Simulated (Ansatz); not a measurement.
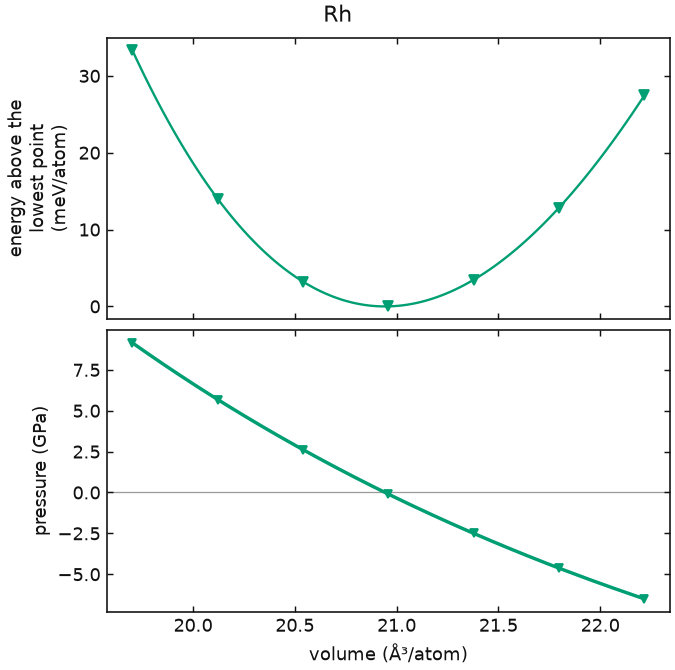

The picture above shows the energy above the lowest point and pressure against volume for Rh, space group Fd-3m (No. 227) (one of a set of cubic test structures, which need not be the stable phase).

Computed with Ansatz 0.2.0 development build: equation of state of a cubic crystal from periodic Kohn-Sham density functional theory without spin, third-order Birch-Murnaghan fit to the free energies; pressure corrected for the finite basis. Level: PBE.

structure type diamond; atoms in cell 2; space group number 227; lattice centring face-centred primitive; k mesh 17×17×17; occupation method Fermi–Dirac; occupation width 0.06123 eV; wave cutoff 420 eV; datasets soft-1 PAW; density tolerance 1e−07 eV; bands 21; density cutoff ratio 4; search for lower states default.

What equilibrium volume and bulk modulus follow from the curve?

Answer. A third-order Birch–Murnaghan fit gives V0 = 20.94 Å³/atom, B0 = 128 GPa and B′ = 5.1.

What does the pressure do across the range?

Answer. It falls from 9.2 GPa at volume 19.70 Å³/atom to −6.5 GPa at 22.22 Å³/atom, and changes sign near 20.94 Å³/atom.

Keep in mind: cubic model structure, not the ambient form; modest k-mesh, values are not fully converged in k.
